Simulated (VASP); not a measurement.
Sn: geometry relaxation

Sn (Im-3m, 1 atom in the cell), computed with Kohn-Sham DFT of a periodic cell, PBE with TS, VASP PAW PBE potentials, recommended, no spin polarisation (VASP 6.6.1).

The structure derives from a Materials Project entry. It belongs to a series of runs on one base structure; here: dispersion = TS.

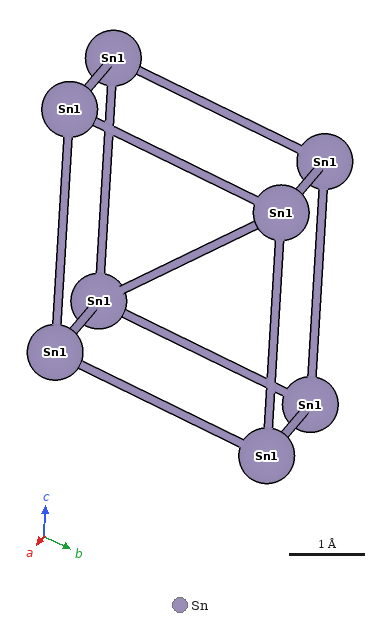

Figure 1. The starting structure (ball-and-stick view of the cell of the calculation, seen slightly off an axis; atoms are numbered from 1 in the order of the input). Near neighbours in the crystal (not all of them lie inside the picture): Sn has 8 Sn at 3.28 Å.

### INCAR
```
SYSTEM = Sn
PREC = Accurate ; ENCUT = 600
EDIFF = 1E-6 ; ISMEAR = -1
SIGMA = 0.05 ; LREAL = .False.
LASPH = .True. ; NELM = 80
ALGO = Normal ; ISIF = 3
LWAVE = .False. ; LCHARG = .False.
GGA = PE ; IVDW = 2
IBRION = 2 ; NSW = 60
EDIFFG = -0.01
```

### KPOINTS
```
regular mesh
0
Gamma
  10 10 10
  0 0 0
```

### POSCAR
```
Sn
1.0
   -1.8946518192      1.8946518192      1.8946518192
    1.8946518192     -1.8946518192      1.8946518192
    1.8946518192      1.8946518192     -1.8946518192
Sn
1
Direct
    0.0000000000      0.0000000000      0.0000000000
```

Run on 1 thread of Intel Xeon @ 2.50GHz (Skylake/Cascade Lake), 128 GiB of memory available, shared host.

Run as:
```bash
cat potpaw_PBE.64/Sn_d/POTCAR > POTCAR
mpirun -np 1 vasp_std > vasp.out
```

### OSZICAR
```
N       E                     dE             d eps       ncg     rms          rms(c)
DAV:   1     0.768828101107E+02    0.76883E+02   -0.80431E+03  1050   0.212E+03
DAV:   2     0.945000315719E+00   -0.75938E+02   -0.74239E+02  1052   0.356E+02
DAV:   3    -0.367059458012E+01   -0.46156E+01   -0.45735E+01  1196   0.785E+01
DAV:   4    -0.377188875530E+01   -0.10129E+00   -0.10123E+00  1167   0.124E+01
DAV:   5    -0.377559610873E+01   -0.37074E-02   -0.37072E-02  1238   0.233E+00    0.133E+00
DAV:   6    -0.376564839413E+01    0.99477E-02   -0.12526E-02  1216   0.211E+00    0.731E-01
DAV:   7    -0.376246272841E+01    0.31857E-02   -0.82307E-03  1213   0.163E+00    0.987E-02
DAV:   8    -0.376233293136E+01    0.12980E-03   -0.66950E-04  1175   0.498E-01    0.220E-02
DAV:   9    -0.376233232893E+01    0.60243E-06   -0.12125E-05  1322   0.492E-02    0.158E-02
DAV:  10    -0.376233284380E+01   -0.51487E-06   -0.30846E-06  1154   0.273E-02
   1 F= -.40533617E+01 E0= -.40497157E+01  d E =-.405336E+01
       N       E                     dE             d eps       ncg     rms          rms(c)
DAV:   1    -0.396621929638E+01   -0.20389E+00   -0.40519E+00  1190   0.411E+01    0.252E+00
DAV:   2    -0.379149585063E+01    0.17472E+00   -0.26188E-01  1166   0.116E+01    0.109E+00
DAV:   3    -0.375447426076E+01    0.37022E-01   -0.97317E-02  1456   0.651E+00    0.144E-01
DAV:   4    -0.375276645451E+01    0.17078E-02   -0.24201E-03  1106   0.679E-01    0.347E-02
DAV:   5    -0.375266443718E+01    0.10202E-03   -0.12994E-04  1307   0.109E-01    0.173E-02
DAV:   6    -0.375266690848E+01   -0.24713E-05   -0.15965E-05  1166   0.601E-02    0.294E-03
DAV:   7    -0.375266517526E+01    0.17332E-05   -0.81328E-07   672   0.115E-02    0.800E-04
DAV:   8    -0.375266487161E+01    0.30365E-06   -0.10166E-07   550   0.330E-03
   2 F= -.40582885E+01 E0= -.40549465E+01  d E =-.492681E-02
```

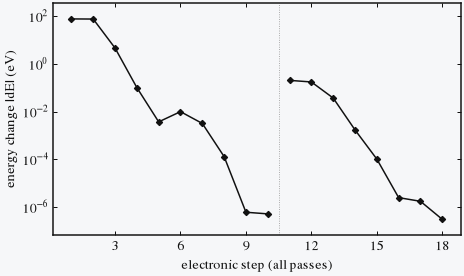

Figure 2. Convergence of the self-consistent field: energy change |dE| against the electronic step. Each stretch between dotted lines is the SCF of one geometry step of a relaxation. The 2 ionic steps take 8 to 10 electronic steps each. The density is held fixed in the first few steps, and dE rises again when its update begins.

### Parts of OUTCAR
```
SYSTEM = Sn
   PREC = Accurate
   ENCUT = 600
   EDIFF = 1E-6
   ISMEAR = -1
   LREAL = .False.
   LASPH = .True.
   NELM = 80
   ISIF = 3
   GGA = PE
   IVDW = 2
   IBRION = 2
   NSW = 60
   EDIFFG = -0.01
  IVDW =   2
  VDW_C6AU =    587.420 au
  VDW_ALPHA =   55.950 au
  VDW_R0AU =    4.309 au
  VDW_RADIUS =    50.000 A
  VDW_IDAMPF =  0
  VDW_S6 =     1.000
  VDW_SR =     0.940
  VDW_D =    20.000

 ion  position               nearest neighbor table
   1  0.000  0.000  0.000-

  LATTYP: Found a body centered cubic cell.
 ALAT       =     3.7893036384

  Lattice vectors:

 A1 = (  -1.8946518192,   1.8946518192,   1.8946518192)
 A2 = (   1.8946518192,  -1.8946518192,   1.8946518192)
 A3 = (   1.8946518192,   1.8946518192,  -1.8946518192)

Analysis of symmetry for initial positions (statically):
=====================================================================
 Subroutine PRICEL returns:
 Original cell was already a primitive cell.

 Routine SETGRP: Setting up the symmetry group for a
 body centered cubic supercell.

 Subroutine GETGRP returns: Found 48 space group operations
 (whereof 48 operations were pure point group operations)
 out of a pool of 48 trial point group operations.

The static configuration has the point symmetry O_h .

Analysis of symmetry for dynamics (positions and initial velocities):
=====================================================================
 Subroutine PRICEL returns:
 Original cell was already a primitive cell.

 Routine SETGRP: Setting up the symmetry group for a
 body centered cubic supercell.

 Subroutine GETGRP returns: Found 48 space group operations
 (whereof 48 operations were pure point group operations)
 out of a pool of 48 trial point group operations.

The dynamic configuration has the point symmetry O_h .

 Subroutine INISYM returns: Found 48 space group operations
 (whereof 48 operations are pure point group operations),
 and found     1 'primitive' translations

----------------------------------------------------------------------------------------

                                     Primitive cell

  volume of cell :      27.2050

  direct lattice vectors                    reciprocal lattice vectors
    -1.894651819  1.894651819  1.894651819     0.000000000  0.263900731  0.263900731
     1.894651819 -1.894651819  1.894651819     0.263900731  0.000000000  0.263900731
     1.894651819  1.894651819 -1.894651819     0.263900731  0.263900731  0.000000000

  length of vectors
     3.281633214  3.281633214  3.281633214     0.373211993  0.373211993  0.373211993

  position of ions in fractional coordinates (direct lattice)
     0.000000000  0.000000000  0.000000000

  ion indices of the primitive-cell ions
   primitive index   ion index
                 1           1

----------------------------------------------------------------------------------------

 KPOINTS: regular mesh

Automatic generation of k-mesh.
 Grid dimensions read from file:
 generate k-points for:   10   10   10

 Generating k-lattice:

  Cartesian coordinates                     Fractional coordinates (reciprocal lattice)
     0.000000000  0.026390073  0.026390073     0.100000000  0.000000000  0.000000000
     0.026390073  0.000000000  0.026390073     0.000000000  0.100000000  0.000000000
     0.026390073  0.026390073  0.000000000     0.000000000  0.000000000  0.100000000

  Length of vectors
     0.037321199  0.037321199  0.037321199

  Shift w.r.t. Gamma in fractional coordinates (k-lattice)
     0.000000000  0.000000000  0.000000000

 Subroutine IBZKPT returns following result:
 ===========================================

 Found     47 irreducible k-points:

 Following reciprocal coordinates:
            Coordinates               Weight
  0.000000  0.000000  0.000000      1.000000
  0.100000  0.000000  0.000000     12.000000
  0.200000  0.000000  0.000000     12.000000
  0.300000  0.000000  0.000000     12.000000
  0.400000  0.000000  0.000000     12.000000
  0.500000  0.000000  0.000000      6.000000
  0.100000  0.100000  0.000000     24.000000
  0.200000  0.100000  0.000000     48.000000
  0.300000  0.100000  0.000000     48.000000
  0.400000  0.100000  0.000000     48.000000
  0.200000  0.200000  0.000000     24.000000
  0.300000  0.200000  0.000000     48.000000
  0.400000  0.200000 -0.000000     24.000000
  0.300000  0.300000  0.000000     24.000000
  0.100000  0.100000  0.100000      8.000000
  0.200000  0.100000  0.100000     24.000000
  0.300000  0.100000  0.100000     24.000000
  0.400000  0.100000  0.100000     12.000000
 -0.100000  0.100000  0.100000      6.000000
  0.200000  0.200000  0.100000     24.000000
  0.300000  0.200000  0.100000     48.000000
 -0.200000  0.200000  0.100000     24.000000
  0.300000  0.300000  0.100000      8.000000
 -0.300000  0.300000  0.100000     24.000000
 [... further k-points ...]
   k-points           NKPTS =     47   k-points in BZ     NKDIM =     47   number of bands    NBANDS=     11
   number of dos      NEDOS =    301   number of ions     NIONS =      1
   total plane-waves  NPLWV =  21952
   dimension x,y,z NGX =    28 NGY =   28 NGZ =   28
   dimension x,y,z NGXF=    56 NGYF=   56 NGZF=   56
   ions per type =               1
   NGX,Y,Z   is equivalent  to a cutoff of  14.18, 14.18, 14.18 a.u.
   NGXF,Y,Z  is equivalent  to a cutoff of  28.37, 28.37, 28.37 a.u.
 SYSTEM =  Sn
   PREC   = accura    normal or accurate (medium, high low for compatibility)
   ISTART =      0    job   : 0-new  1-cont  2-samecut
   ICHARG =      2    charge: 1-file 2-atom 10-const
   ISPIN  =      1    spin polarized calculation?
   LNONCOLLINEAR =      F non collinear calculations
   LSORBIT =      F    spin-orbit coupling
   LASPH  =      T    aspherical Exc in radial PAW
   ENCUT  =  600.0 eV  44.10 Ry    6.64 a.u.   6.55  6.55  6.55*2*pi/ulx,y,z
   NELM   =     80;   NELMIN=  2; NELMDL= -5     # of ELM steps
   EDIFF  = 0.1E-05   stopping-criterion for ELM
   LREAL  =      F    real-space projection
   EDIFFG = -.1E-01   stopping-criterion for IOM
   NSW    =     60    number of steps for IOM
   IBRION =      2    ionic relax: 0-MD 1-quasi-New 2-CG
   NFREE  =      1    steps in history (QN), initial steepest desc. (CG)
   ISIF   =      3    stress and relaxation
   ISYM   =      2    0-nonsym 1-usesym 2-fastsym
   POTIM  = 0.5000    time-step for ionic-motion
   TEBEG  =    0.0;   TEEND  =   0.0 temperature during run
   PSTRESS=    0.0 pullay stress
   NELECT =      14.0000    total number of electrons
   NUPDOWN=      -1.0000    fix difference up-down
   EMIN   =  10.00;   EMAX   =-10.00  energy-range for DOS
   EFERMI =   0.00;   METHOD = LEGACY
   ISMEAR =    -1;   SIGMA  =   0.05  broadening in eV -4-tet -1-fermi 0-gaus
   EFERMI_NEDOS =   21; number of points for ismear=-14 and -15
   IALGO  =     38    algorithm
   IMIX   =      4    mixing-type and parameters
     AMIX     =   0.40;   BMIX     =  1.00
     AMIX_MAG =   1.60;   BMIX_MAG =  1.00
  volume/ion in A,a.u.               =      27.20       183.59
  Fermi-wavevector in a.u.,A,eV,Ry     =   1.311902  2.479136 23.416813  1.721087
  Thomas-Fermi vector in A             =   2.442332
   LORBIT       =      0    0 simple, 1 ext, 2 COOP (PROOUT), +10 PAW based schemes
   GGA     = PE    functional components
   LHFCALC =     F    Hartree Fock is set to
   AEXX    =    0.0000 exact exchange contribution
   IVDW    =     2    specifies the selected vdW correction
   LEPSILON=     F    determine dielectric tensor
   LRPA    =     F    only Hartree local field effects (RPA)
 conjugate gradient relaxation of ions
 non-spin polarized calculation
  energy-cutoff  :      600.00
  volume of cell :       27.20
 maximum number of plane-waves:       935
 NGX is ok and might be reduce to    28
   NGX = 13   NGY = 13   NGZ = 13

--------------------------------------- Ionic step        1  -------------------------------------------

 number of electron      13.9999996 magnetization

 Free energy of the ion-electron system (eV)
  ---------------------------------------------------
  ext. energy  EPLUGINS =         0.00000000
  ---------------------------------------------------
  free energy    TOTEN  =        -3.76233284 eV

  energy without entropy =       -3.75504098  energy(sigma->0) =       -3.75868691

------------------------ aborting loop because EDIFF is reached ----------------------------------------

  Tkatchenko/Scheffler method for vdW energy calculation

  Number of pair interactions contributing to vdW energy:   19338

  Edisp (eV):   -0.29103

  FORCE on cell =-STRESS in cart. coord.  units (eV):
  Direction    XX          YY          ZZ          XY          YZ          ZX
  --------------------------------------------------------------------------------------
  -------------------------------------------------------------------------------------
  Total      -0.25687    -0.25687    -0.25687     0.00000    -0.00000     0.00000
  in kB     -15.12776   -15.12776   -15.12776     0.00000    -0.00000     0.00000
  external pressure =      -15.13 kB  Pullay stress =        0.00 kB

 VOLUME and BASIS-vectors are now :
 -----------------------------------------------------------------------------
  energy-cutoff  :      600.00
  volume of cell :       27.20
      direct lattice vectors                 reciprocal lattice vectors
    -1.894651819  1.894651819  1.894651819     0.000000000  0.263900731  0.263900731
     1.894651819 -1.894651819  1.894651819     0.263900731  0.000000000  0.263900731
     1.894651819  1.894651819 -1.894651819     0.263900731  0.263900731  0.000000000

 POSITION                                       TOTAL-FORCE (eV/Angst)
 -----------------------------------------------------------------------------------
      0.00000      0.00000      0.00000        -0.000000      0.000000     -0.000000
 -----------------------------------------------------------------------------------
    total drift:                               -0.000000     -0.000000      0.000000

  FREE ENERGIE OF THE ION-ELECTRON SYSTEM (eV)
  ---------------------------------------------------
  free  energy   TOTEN  =        -4.0533616539 eV

  energy  without entropy=       -4.0460697905  energy(sigma->0) =       -4.04971572

--------------------------------------- Ionic step        2  -------------------------------------------

 number of electron      14.0000002 magnetization

 Free energy of the ion-electron system (eV)
  ---------------------------------------------------
  ext. energy  EPLUGINS =         0.00000000
  ---------------------------------------------------
  free energy    TOTEN  =        -3.75266487 eV

  energy without entropy =       -3.74598092  energy(sigma->0) =       -3.74932290

 E-fermi :   8.5191     XC(G=0): -10.5420     alpha+bet :-13.7916

 val. band max:        8.4928514158   @ k =   0.2000   0.2000   0.2000
 cond. band min:       8.5281084366   @ k =  -0.4000   0.4000   0.4000
 fundamental gap:      0.0352570207
 Fermi energy:         8.5191029037

 k-point     1 :       0.0000    0.0000    0.0000
  band No.  band energies     occupation
      1     -13.0572      2.00000
      2     -13.0572      2.00000
      3     -13.0572      2.00000
      4     -12.9029      2.00000
      5     -12.9029      2.00000
      6      -2.8187      2.00000
      7      16.8525      0.00000
      8      16.8525      0.00000
      9      16.8525      0.00000
     10      20.7296      0.00000
     11      20.7296      0.00000

 k-point     2 :       0.1000    0.0000    0.0000
  band No.  band energies     occupation
      1     -13.0621      2.00000
      2     -13.0502      2.00000
      3     -13.0341      2.00000
      4     -12.9084      2.00000
      5     -12.9036      2.00000
      6      -2.5937      2.00000
      7      15.0333      0.00000
      8      16.0102      0.00000
      9      16.5321      0.00000
     10      19.2097      0.00000
     11      19.5422      0.00000

 k-point     3 :       0.2000    0.0000    0.0000
  band No.  band energies     occupation
      1     -13.0751      2.00000
      2     -13.0358      2.00000
      3     -12.9731      2.00000
      4     -12.9197      2.00000
      5     -12.9052      2.00000
      6      -1.9169      2.00000
      7      11.7643      0.00000
      8      14.5708      0.00000
      9      15.7292      0.00000
     10      18.0702      0.00000
     11      18.3849      0.00000

 k-point     4 :       0.3000    0.0000    0.0000
  band No.  band energies     occupation
      1     -13.0910      2.00000
      2     -13.0298      2.00000
      3     -12.9236      2.00000
      4     -12.9071      2.00000
      5     -12.8966      2.00000
      6      -0.7903      2.00000
      7       8.5475      0.72372
      8      13.3400      0.00000
      9      14.8896      0.00000
     10      17.3004      0.00000
     11      17.5637      0.00000

 k-point     5 :       0.4000    0.0000    0.0000
  band No.  band energies     occupation
      1     -13.1039      2.00000
      2     -13.0363      2.00000
      3     -12.9164      2.00000
      4     -12.9086      2.00000
      5     -12.8338      2.00000
      6       0.7478      2.00000
      7       5.7074      2.00000
      8      12.5440      0.00000
      9      14.3129      0.00000
     10      16.8540      0.00000
     11      17.0761      0.00000

 [... the levels of 18 k-points are left out ...]

 k-point    24 :      -0.3000    0.3000    0.1000
  band No.  band energies     occupation
      1     -13.0664      2.00000
      2     -13.0173      2.00000
      3     -12.9392      2.00000
      4     -12.9124      2.00000
      5     -12.8997      2.00000
      6      -0.5673      2.00000
      7       8.7357      0.02593
      8      12.5186      0.00000
      9      13.8581      0.00000
     10      17.7254      0.00000
     11      18.7204      0.00000

 [... further k-points ...]

------------------------ aborting loop because EDIFF is reached ----------------------------------------

  Hirshfeld charges:
            ion         q(e)
   ------------------------------
      1     Sn       0.00000000

  Tkatchenko/Scheffler method for vdW energy calculation

  Number of pair interactions contributing to vdW energy:   19890

  Edisp (eV):   -0.30562

  FORCE on cell =-STRESS in cart. coord.  units (eV):
  Direction    XX          YY          ZZ          XY          YZ          ZX
  --------------------------------------------------------------------------------------
  -------------------------------------------------------------------------------------
  Total      -0.00148    -0.00148    -0.00148     0.00000    -0.00000     0.00000
  in kB      -0.09020    -0.09020    -0.09020     0.00000    -0.00000     0.00000
  external pressure =       -0.09 kB  Pullay stress =        0.00 kB

 VOLUME and BASIS-vectors are now :
 -----------------------------------------------------------------------------
  energy-cutoff  :      600.00
  volume of cell :       26.21
      direct lattice vectors                 reciprocal lattice vectors
    -1.871173178  1.871173178  1.871173178     0.000000000  0.267212039  0.267212039
     1.871173178 -1.871173178  1.871173178     0.267212039  0.000000000  0.267212039
     1.871173178  1.871173178 -1.871173178     0.267212039  0.267212039  0.000000000

 POSITION                                       TOTAL-FORCE (eV/Angst)
 -----------------------------------------------------------------------------------
      1.87117      1.87117      1.87117         0.000000     -0.000000     -0.000000
 -----------------------------------------------------------------------------------
    total drift:                                0.000000      0.000000      0.000000

  FREE ENERGIE OF THE ION-ELECTRON SYSTEM (eV)
  ---------------------------------------------------
  free  energy   TOTEN  =        -4.0582884627 eV

  energy  without entropy=       -4.0516045147  energy(sigma->0) =       -4.05494649

 reached required accuracy - stopping structural energy minimisation
```

### CONTCAR
```
Sn
   1.00000000000000
    -1.8711731775348690    1.8711731775348690    1.8711731775348690
     1.8711731775348690   -1.8711731775348690    1.8711731775348690
     1.8711731775348690    1.8711731775348690   -1.8711731775348690
  Sn
     1
Direct
     1.0000000000000000    1.0000000000000000    1.0000000000000000

  0.00000000E+00  0.00000000E+00  0.00000000E+00
```

### Trajectory as extended XYZ (Å, eV, eV/Å), 2 frames, from step=0 to step=1
```
1
Lattice="-1.8947 1.8947 1.8947 1.8947 -1.8947 1.8947 1.8947 1.8947 -1.8947" Properties=species:S:1:pos:R:3:forces:R:3 step=0 energy=-4.05336
Sn    0.0000    0.0000    0.0000    0.0000   0.0000   0.0000
1
Lattice="-1.8712 1.8712 1.8712 1.8712 -1.8712 1.8712 1.8712 1.8712 -1.8712" Properties=species:S:1:pos:R:3:forces:R:3 step=1 energy=-4.05829
Sn    1.8712    1.8712    1.8712    0.0000   0.0000   0.0000
```

### Key numbers

- outcome: converged
- space group (tolerance 0.01 Å): Im-3m (229)
- electrons treated: 14
- free energy: −4.0583 eV
- dispersion energy: −0.3056 eV
- Fermi energy: 8.519 eV
- gap on the k-point mesh: none (metallic)
- pressure: −0.01 GPa
- final volume: 26.21 Å³
- largest force (length of the vector) at the end: under 0.001 eV/Å
- final cell: a = 3.241 Å, b = 3.241 Å, c = 3.241 Å, α = 109.47°, β = 109.47°, γ = 109.47°
- wall time: 56 s
- peak memory: 0.17 GiB
